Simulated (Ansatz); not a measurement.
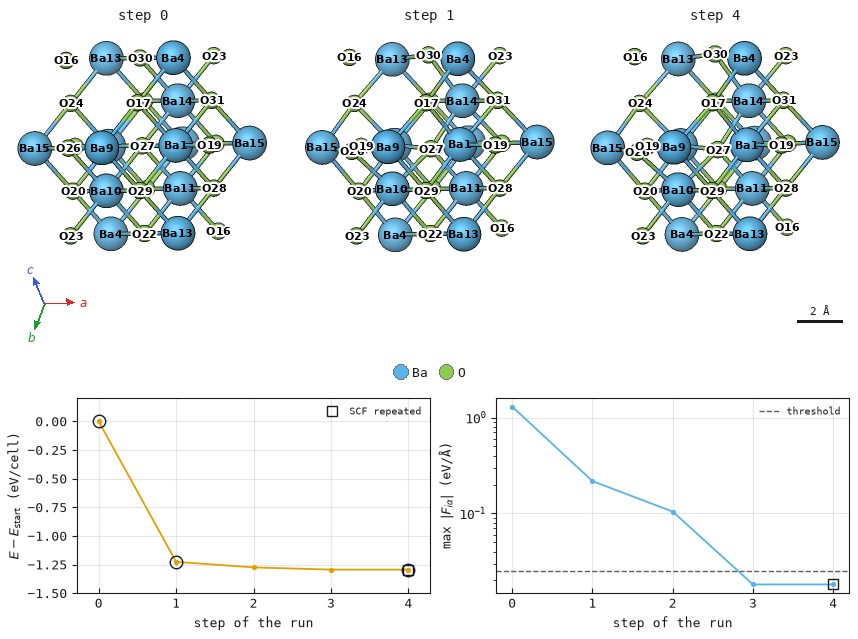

Frames of a relaxation of a defect cell of composition Ba$_{15}$O$_{16}$, marked on the history of the run. Style: ball-and-stick. Shown: the atoms within 5.8 Å of the atom that moves most (axes of the cell of the calculation (origin shifted)), from a free direction.

Case: Ba vacancy (site a), charge +0, atoms relaxed at the host's cell.

Level of theory: DFT PBE, scalar-relativistic, plane waves, PAW (Ansatz 0.2.0). (plane-wave cutoff 420 eV; k-point mesh 2 × 2 × 2; occupations gaussian; smearing width 0.01 eV; mesh shifted by (0.5, 0.5, 0.5); collinear spin; atoms relaxed in a fixed cell; force threshold 0.025 eV/Å; at most 45 steps)

What happens along the run?

After 3 accepted moves (4 points after the start) the energy has fallen by 1.293 eV per cell of the calculation. The largest force component goes from 1.3 to 0.018 eV/Å. 1 step only repeated the SCF at the same geometry. The largest moves, 0.25 Å, are those of O atoms. Largest moves by element: O 0.25 Å, Ba 0.05 Å. The cell stays as it was. Among the contacts that change: Ba–O 2.787 → 2.536 Å, Ba–O 2.787 → 2.825 Å, Ba–O 2.787 → 2.765 Å. Among the angles between lasting bonds that change: Ba–O–Ba 180.0° → 168.0°, O–Ba–O 90.0° → 102.0°, O–Ba–O 180.0° → 173.2°. The run took 81 s on 4 threads of Arm Neoverse V2, with other jobs on the host, peak memory 2.2 GiB. From step 0 to 1: O atoms move most (0.19 Å), energy −1.225 eV per cell of the calculation. From step 1 to 4: O atoms move most (0.06 Å), energy −67.8 meV per cell of the calculation.

```
step  E − E(0), meV/atom  largest force component, eV/Å                         note
   0                0.00                         1.3003                             
   1              -39.53                         0.2173                             
   2              -41.08                         0.1046                             
   3              -41.71                         0.0182                             
   4              -41.71                         0.0182  same geometry, SCF repeated
```
